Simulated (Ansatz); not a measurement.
A series of calculations on Au

**1. Vibrations**

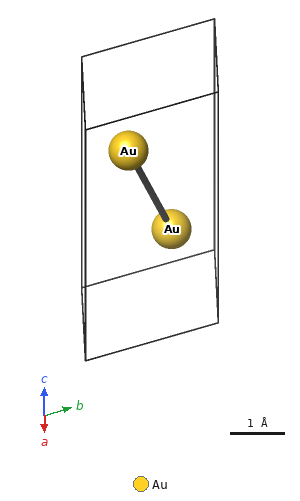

Normal modes of a crystal of Au at 1.02 times its rest volume, space group P6₃/mmc (No. 194), at the zone centre. Style: ball-and-stick. Shown: the conventional cell, from a free direction. Lengths and directions refer to the drawn axes.

The calculation used Ansatz 0.2.0, DFT PBE, scalar-relativistic, plane waves, PAW. Set-up: plane-wave cutoff 420 eV; k-point mesh 16 × 16 × 10; occupations fermi dirac; smearing width 0.15 eV; no spin polarisation.

The frequencies depend somewhat on the k-mesh and the smearing.

> List the optical modes.

The calculation's cell holds 2 atoms, so there are 3 optical modes, in 2 levels. The optical modes span E₂g + B₁g. No level is unstable.

| level | symmetry | frequency (cm⁻¹) | activity |
| --- | --- | --- | --- |
| 1 | E₂g | 32 | Raman-active |
| 2 | B₁g | 122 | silent |

The modes drawn as arrows (one member of each degenerate set):

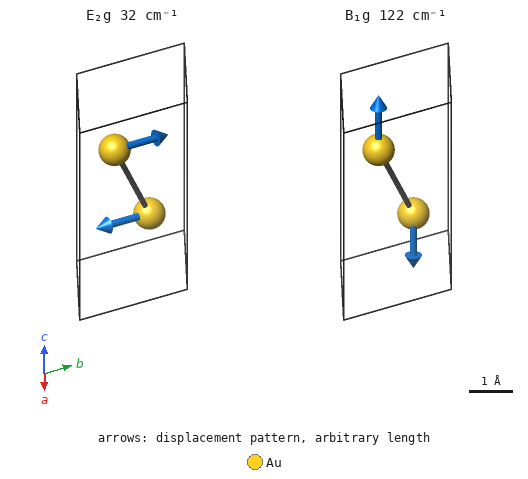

**2. One mode**

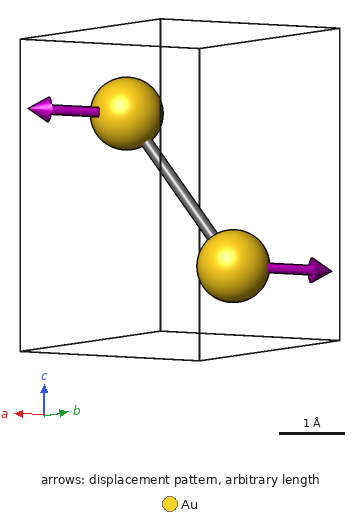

One vibrational mode of crystalline Au at the zone centre. The purple arrows are the displacements of the atoms (eigenvector over the root of the mass), of arbitrary overall length and sign. A ball-and-stick model of the conventional cell, seen from a free direction. Lengths and directions refer to the drawn axes.

Computed with DFT PBE, scalar-relativistic, plane waves, PAW in Ansatz. Set-up: plane-wave cutoff 420 eV; k-point mesh 16 × 16 × 10; occupations fermi dirac; smearing width 0.15 eV; no spin polarisation.

The frequencies depend somewhat on the k-mesh and the smearing.

### Describe the mode and give its frequency.

This is the E₂g mode (doubly degenerate; one member of the set is drawn) at 35 cm⁻¹, the lowest optical level, Raman-active by symmetry. All motion is along a; atoms of one kind move against one another, with no net shift of their sublattice.

**3. One mode**

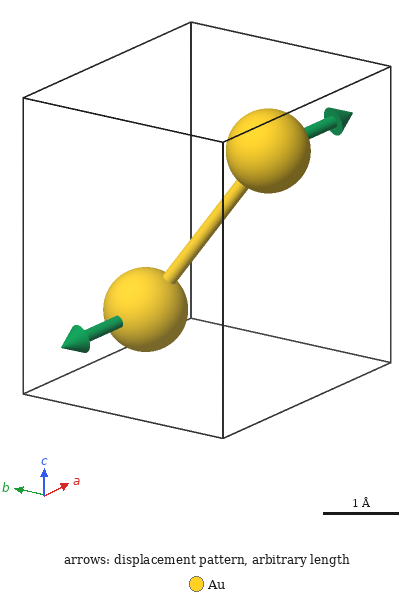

One vibrational mode of solid Au at 0.98 times its rest volume at the zone centre. Displacements are drawn as green arrows; their common scale and sign are arbitrary. Style: ball-and-stick. Shown: the conventional cell, from a free direction. Lengths and directions refer to the drawn axes.

The calculation used Ansatz, DFT PBE, scalar-relativistic, plane waves, PAW. (plane-wave cutoff 420 eV; k-point mesh 16 × 16 × 10; occupations fermi dirac; smearing width 0.15 eV; no spin polarisation)

The frequencies depend somewhat on the k-mesh and the smearing.

> What mode is this, and where does it lie in the spectrum?

This is the E₂g mode (doubly degenerate; one member of the set is drawn) at 39 cm⁻¹, the lowest optical level, Raman-active by symmetry. All motion is along a; atoms of one kind move against one another, with no net shift of their sublattice.
